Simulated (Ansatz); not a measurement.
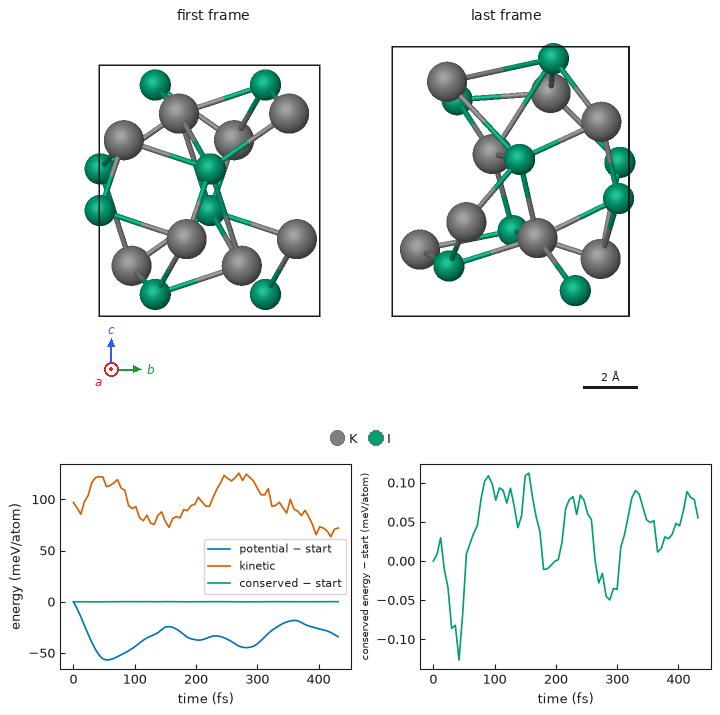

A Born-Oppenheimer molecular dynamics run of a 16-atom cell of KI (set up in Pnma), 432 fs long. A ball-and-stick model of the simulation cell, seen along the a axis. Bonds to atoms that aren't drawn are left out.

Method: Ansatz, DFT PBEsol, scalar-relativistic, plane waves, PAW. Set-up: plane-wave cutoff 420 eV; k-point mesh 1 × 1 × 1; Fermi-Dirac smearing 0.0689 eV; volume 1.02 times that of the relaxed crystal; Langevin thermostat and barostat (NPT); set temperature 800 K; time step 6 fs; friction 0.005 per fs; target pressure 0 GPa.

> Is this trajectory numerically sound?

The conserved quantity stays between −0.13 and 0.11 meV per atom of its start. A straight-line fit has a slope that amounts to +0.036 meV per atom over 432 fs (under 0.1 % of the mean kinetic energy), and the ripple about it is 0.3 % of the kinetic energy's fluctuation. With a drift under 2 % and a ripple under 7 %, the integration is accurate. The time step of 6 fs is long for the fastest vibrations here (lightest element potassium). Over the second half the temperature averages 752 K (spread ±145 K). The potential energy is still drifting at the end, so the run hasn't reached equilibrium. The potential energy in the second half lies on average 31.2 meV per atom below the first frame. That a heated cell lies below the ordered start is most likely an artefact of the coarse k-point mesh. The mean pressure there is 0.7 GPa. The volume ends +23.9 % from the start.

Cost: 2.3 min on 4 threads of Arm Neoverse V1 (shared host), peak memory 0.76 GiB.
